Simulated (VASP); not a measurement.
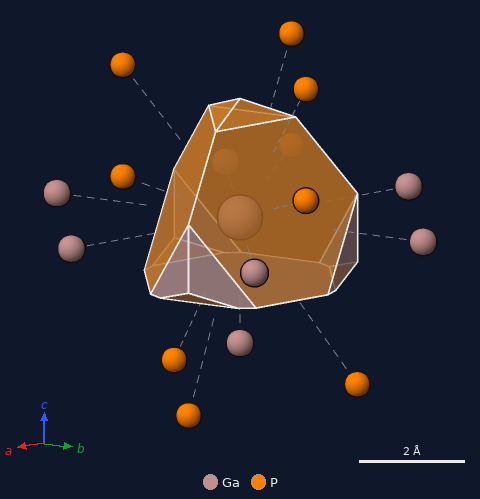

The polyhedron is the computed Voronoi (Dirichlet) cell of the central atom: each face lies in the plane that bisects the line to a neighbour. Central atom: Ga (6c) in GaP; faces take the colour of the neighbour behind them. Source: a cell listed in the Materials Project, as set up for an electronic-structure calculation.

GaP, space group R-3m:H (No. 166), a = 3.886 Å, b = 3.886 Å, c = 19.292 Å, α = 90.00°, β = 90.00°, γ = 120.00°

| site | Wyckoff | x | y | z |
| --- | --- | --- | --- | --- |
| Ga | 6c | 0.3333 | 0.6667 | 0.2313 |
| P | 6c | 0.6667 | 0.3333 | 0.2759 |

Which neighbours share a face with the central atom?

9 P (70 % of the solid angle) and 7 Ga (30 % of the solid angle).

Give the Voronoi index ⟨n3,n4,n5,n6,…⟩ (numbers of faces with 3, 4, 5, 6 … edges).

16 faces, index ⟨6,6,0,3,0,0,0,0,0,1⟩.
